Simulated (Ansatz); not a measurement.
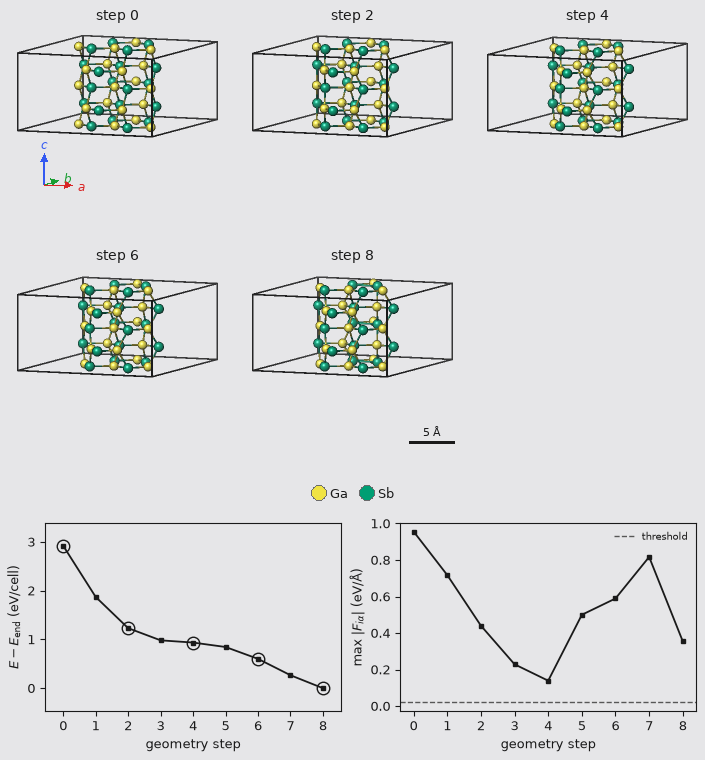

Frames of a relaxation of a wire of composition GaSb, marked on the history of the run. The picture is a ball-and-stick view of the 2 repeat of the cell, with the vacuum cut short, seen slightly off an axis.

Case: wire along [1 1 0], 16 atoms a period.

Computed with DFT PBE, scalar-relativistic, plane waves, PAW in Ansatz.

Input
```yaml
crystal:
  lattice:
    - [17.8, 0.0, 0.0]
    - [0.0, 20.2, 0.0]
    - [0.0, 0.0, 4.3938492984]
  atoms:
    - { symbol: Ga, position: [0.5, 0.7691639163, 0.0], spin: 0.3 }
    - { symbol: Ga, position: [0.5, 0.461548012, 0.0], spin: 0.3 }
    - { symbol: Sb, position: [0.5, 0.538451988, 0.5], spin: 0.3 }
    - { symbol: Sb, position: [0.5, 0.2308360837, 0.5], spin: 0.3 }
    - { symbol: Ga, position: [0.3765772669, 0.6153559641, 0.5], spin: 0.3 }
    - { symbol: Ga, position: [0.3765772669, 0.3077400598, 0.5], spin: 0.3 }
    - { symbol: Sb, position: [0.6234227331, 0.6922599402, 0.0], spin: 0.3 }
    - { symbol: Sb, position: [0.6234227331, 0.3846440359, 0.0], spin: 0.3 }
    - { symbol: Ga, position: [0.6234227331, 0.6153559641, 0.5], spin: 0.3 }
    - { symbol: Ga, position: [0.6234227331, 0.3077400598, 0.5], spin: 0.3 }
    - { symbol: Sb, position: [0.3765772669, 0.6922599402, 0.0], spin: 0.3 }
    - { symbol: Sb, position: [0.3765772669, 0.3846440359, 0.0], spin: 0.3 }
    - { symbol: Ga, position: [0.2531545338, 0.461548012, 0.0], spin: 0.3 }
    - { symbol: Ga, position: [0.7468454662, 0.461548012, 0.0], spin: 0.3 }
    - { symbol: Sb, position: [0.2531545338, 0.538451988, 0.5], spin: 0.3 }
    - { symbol: Sb, position: [0.7468454662, 0.538451988, 0.5], spin: 0.3 }
basis:
  ecutwfc: 420
kpoints:
  mp_grid: { grid: [1, 1, 12] }
hamiltonian:
  xc: pbe
scf:
  occupations: { method: gaussian, width: 0.05 }
  lower_state_search: "off"
output:
  forces: true
  stress: true
  eigenvalues: true
  populations: true
  write_density: true
  write_potential: true
  elf: true
  volumetric_format: npy
magnetization:
  spin_polarized: true
relax:
  adjacent_minimum: "off"
  f_tol: 0.02
  max_steps: 45
  cell: { fix: [a, b, alpha, beta, gamma], stress_tol: 0.03 }
```

Run as
```bash
ansatz run input.yaml --threads 4 --pin off --max-ram 11264MiB --backend cpu --events-out ev --progress --plain --runs-dir out
```

### What happens along the run?

The run was cut off at its time limit before the relaxation converged, so the last structure is only a point on the way. The largest moves relative to the layer's centre, 0.76 Å, are those of Ga13 and Ga14. By element the largest moves are Ga 0.76 Å, Sb 0.70 Å. Along the periodic axis the drawn cell goes c 8.788 → 8.620 Å (−1.9 %). Some distances before and after: Sb7–Sb11 4.394 → 3.061 Å, Ga1–Sb11 2.691 → 2.913 Å, Sb4–Ga10 2.691 → 2.582 Å, Ga2–Sb12 2.691 → 2.745 Å. Among the angles between lasting bonds that change: Sb7–Ga1–Sb11 109.5° → 63.4°, Ga6–Sb4–Ga10 109.5° → 75.8°, Ga9–Sb16–Ga14 109.5° → 86.1°. Over 8 geometry steps the energy falls by 2.919 eV per cell of the calculation. Largest force component: 0.96 eV/Å at the start, 0.35 eV/Å at the end. The program noted that the starting moments weren't kept. From step 0 to 2: Ga atoms move most (0.37 Å), energy −1.688 eV per cell of the calculation. From step 2 to 4: Ga atoms move most (0.32 Å), energy −0.296 eV per cell of the calculation. From step 4 to 6: Ga1 moves most (0.26 Å), energy −0.334 eV per cell of the calculation. From step 6 to 8: Sb atoms move most (0.39 Å), energy −0.601 eV per cell of the calculation.
